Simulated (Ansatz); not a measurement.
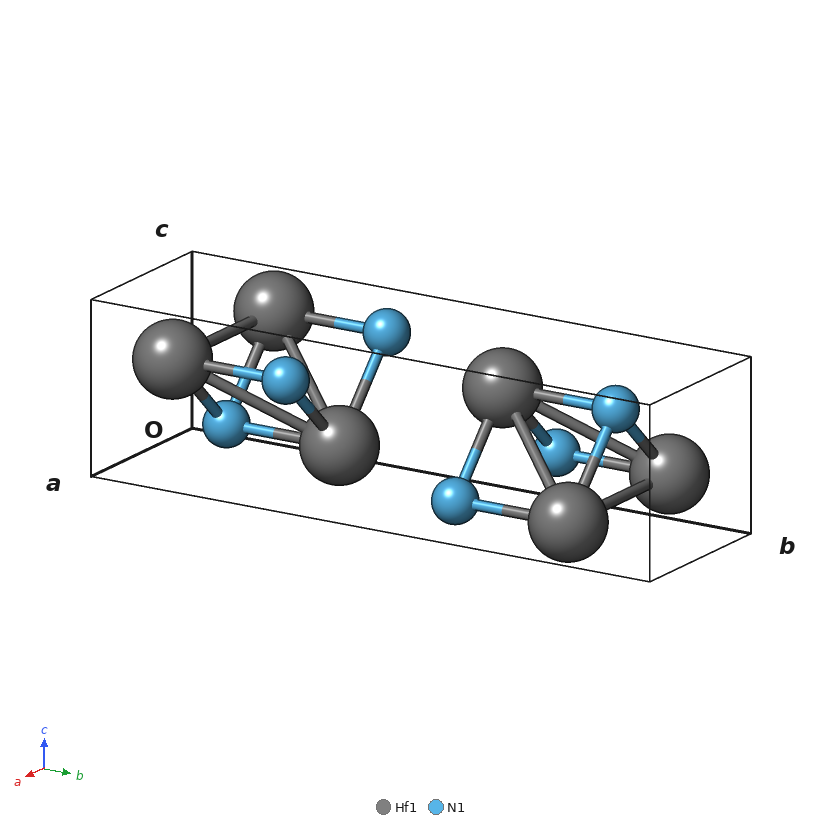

Crystal: HfN, the end point of a relaxation at fixed volume with DFT PBEsol, scalar-relativistic, plane waves, PAW (Ansatz); the starting structure was generated, so it need not be a known form of this composition. One unit cell; atoms that symmetry makes equivalent share a colour (atoms on faces, edges and corners are repeated). Symmetry computed with spglib at a tolerance of 0.002 Å; standard conventional cell.

a = 3.160 Å, b = 10.976 Å, c = 3.084 Å, α = 90.00°, β = 90.00°, γ = 90.00°; space group Cmcm, No. 63.

One atom of each site: Hf1 (0, 0.146, 3/4); N1 (0, 0.348, 3/4).

### Give the multiplicity, Wyckoff letter and site symmetry of each site.

| site | Wyckoff | symmetry |
| --- | --- | --- |
| Hf1 | 4c | m2m |
| N1 | 4c | m2m |

### How many free positional parameters does the structure have?

2: Hf1 1, N1 1.
